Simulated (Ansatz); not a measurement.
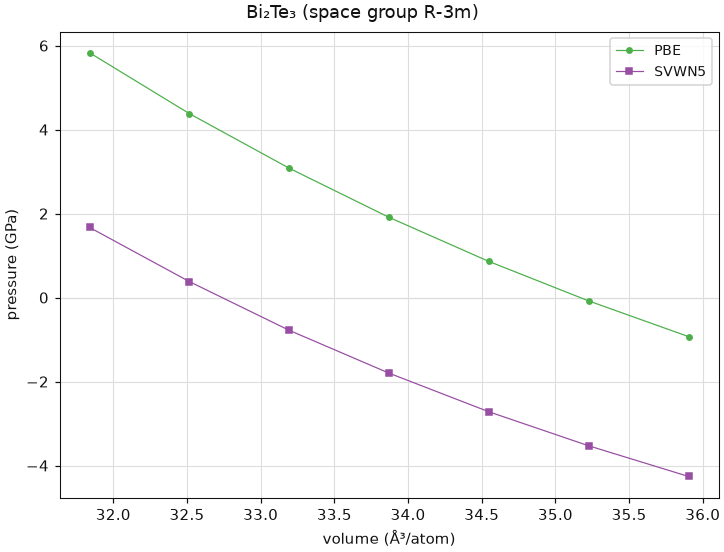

Figure. Pressure against volume, with one curve for each functional, for Bi₂Te₃ (space group R-3m).

Settings that differ: PBE: density cutoff 5800 eV, wave cutoff 1450 eV, potentials PseudoDojo stringent; SVWN5: density cutoff 1680 eV, wave cutoff 420 eV, potentials Ansatz PAW.

The fitted equilibrium volumes, smallest first, are SVWN5 32.729, PBE 35.164 Å³/atom. The fitted bulk moduli, smallest first, are PBE 46.8, SVWN5 56.9 GPa. For PBE, the pressure falls from 5.83 GPa at volume 31.84 Å³/atom to −0.93 GPa at 35.90 Å³/atom, and changes sign near 35.17 Å³/atom. For SVWN5, the pressure falls from 1.67 GPa at volume 31.84 Å³/atom to −4.26 GPa at 35.90 Å³/atom, and changes sign near 32.74 Å³/atom.

How it was computed, with Ansatz 0.2.0: plane-wave DFT, no spin polarisation; energies at scaled volumes of the given cell, shape and fractions fixed, counted from the fit's minimum, third-order Birch-Murnaghan fit. All runs: no spin polarisation.

k mesh 7×7×7; occupations Fermi–Dirac; smearing width 0.05 eV.

Limits of the calculation: spin-orbit coupling left out, heavy elements; shape and atomic fractions are frozen while scaling, which makes layered, chain and framework solids too stiff.
